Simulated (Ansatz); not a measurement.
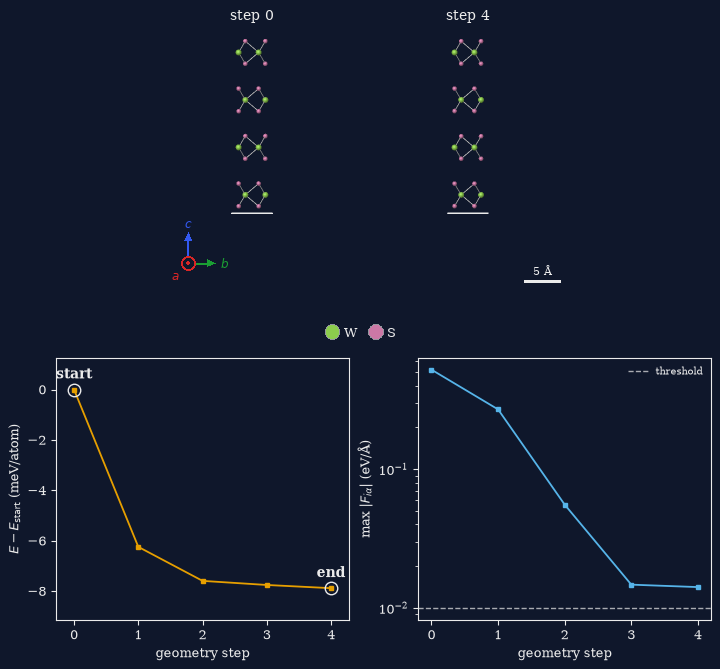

First and last geometry of a relaxation of crystalline WS$_{2}$ (set up in P-3m1), with the history of the run. The picture is a ball-and-stick view of the 2 × 2 repeat of the cell, outlined in the plane, without the vacuum, seen along the a axis.

Case: volume × 1.03, shape and atoms relaxed.

These are results of DFT r2SCAN, scalar-relativistic, plane waves, PAW (Ansatz 0.2.0), not measurements.

Input
```yaml
crystal:
  lattice:
    - [3.2131570452, 0.0, 0.0]
    - [-1.6065785226, 2.7826756275, 0.0]
    - [0.0, 0.0, 35.6618517712]
  atoms:
    - { symbol: W, position: [0.6666666667, 0.3333333333, 0.4075290785] }
    - { symbol: W, position: [0.6666666667, 0.3333333333, 0.7775079336] }
    - { symbol: W, position: [0.3333333333, 0.6666666667, 0.2224920664] }
    - { symbol: W, position: [0.3333333333, 0.6666666667, 0.5924709215] }
    - { symbol: S, position: [0.6666666667, 0.3333333333, 0.1783417818] }
    - { symbol: S, position: [0.6666666667, 0.3333333333, 0.5483087676] }
    - { symbol: S, position: [0.3333333333, 0.6666666667, 0.3633669307] }
    - { symbol: S, position: [0.3333333333, 0.6666666667, 0.7333416433] }
    - { symbol: S, position: [0.6666666667, 0.3333333333, 0.2666583567] }
    - { symbol: S, position: [0.6666666667, 0.3333333333, 0.6366330693] }
    - { symbol: S, position: [0.3333333333, 0.6666666667, 0.4516912324] }
    - { symbol: S, position: [0.3333333333, 0.6666666667, 0.8216582182] }
basis:
  ecutwfc: 500
kpoints:
  mp_grid: { grid: [12, 12, 1] }
hamiltonian:
  xc: r2scan
scf:
  occupations: { method: gaussian, width: 0.02 }
output:
  forces: true
  stress: true
  eigenvalues: true
  write_density: true
  write_potential: true
  elf: true
  volumetric_format: npy
relax:
  adjacent_minimum: "off"
  f_tol: 0.01
  max_steps: 30
  cell: { stress_tol: 0.1, fix: [volume] }
```

Run as
```bash
ansatz run input.yaml --threads 2 --pin off --max-ram 5120MiB --backend cpu --events-out ev --progress --plain --runs-dir out
```

Q: Read the history and describe the run.

A: The run was cut off at its time limit before the relaxation converged, so the last structure is only a point on the way. The largest moves relative to the cell and the layer's centre, 0.029 Å, are those of S6 and S11. S6 goes along the normal (+c). By element the largest moves are S 0.029 Å, W 0.012 Å. In the plane the drawn cell goes a 6.426 → 6.369 Å (−0.9 %), b 6.426 → 6.369 Å (−0.9 %). Near-neighbour distances that change, for instance: W1–W1 3.213 → 3.184 Å, W1–S11 2.433 → 2.410 Å. The space group stays P-3m1 (No. 164). The energy falls by 7.9 meV per atom in 4 geometry steps. Largest force component: 0.52 eV/Å at the start, 0.014 eV/Å at the end.

```
step  E − E(0), meV/atom  largest force component, eV/Å
   0                0.00                         0.5220
   1               -6.24                         0.2700
   2               -7.59                         0.0556
   3               -7.76                         0.0147
   4               -7.88                         0.0142
```

Limits of the set-up: layers or molecules are held without a dispersion correction, so their spacing is unreliable.
